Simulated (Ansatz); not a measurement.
System: SiC₃ (ordered alloy on diamond lattice), space group P-4m2, 4 atoms in the cell, relaxed with r2SCAN; a = 2.796 Å, c = 4.090 Å (tetragonal axes). Starting point: PBE, Ansatz PAW set, no spin polarisation, no spin-orbit coupling, 6×6×4 k mesh, 420 eV cutoff, fixed occupations (Ansatz 0.2.0). Many-body step: G0W0 with empty bands 95, screening cutoff 120 eV and frequency treatment contour deformation.

In PBE the smallest gap over these k points is 1.64 eV, with direct gaps of 1.86 eV at Γ, 3.74 eV at R and 5.52 eV at M.

### What does G0W0 give?

Over the k points that were corrected, the smallest gap goes from 1.64 eV in PBE (Γ to M) to 2.41 eV in G0W0 (Γ to M), a change of +0.77 eV (+47 %). Counted from the valence top, the lowest empty level moves by +0.89 eV at Γ, +0.97 eV at R and +0.77 eV at M; over the 11 points that were corrected the shifts run from +0.77 to +1.12 eV: a spread of 0.35 eV on a mean of 0.95 eV, so one scissor shift doesn't describe this level. Only two empty levels a point were corrected, so a higher one could drop under them. The top filled level also moves against the valence top, by −0.33 eV at (0.33, −0.50, 0.00). Down to 5.4 eV under the top, the filled levels drop by about 0.06 eV more for each eV of depth, so the valence band is stretched by about 6 %.

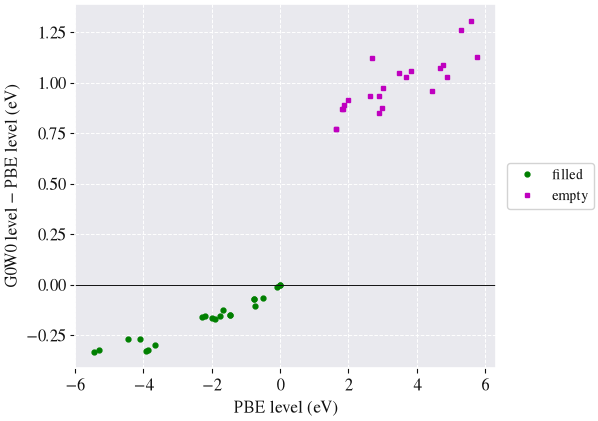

Change of each level from PBE to G0W0 against its PBE energy, both sets counted from their own valence top.

| k point | PBE direct gap (eV) | G0W0 direct gap (eV) |
| --- | --- | --- |
| Γ | 1.86 | 2.75 |
| R | 3.74 | 4.83 |
| M | 5.52 | 6.62 |

The k mesh is thin for GW. The cell was built by a generator and needn't be a form met in nature. Bands, cutoffs and mesh are finite, so these values aren't at the basis limit.
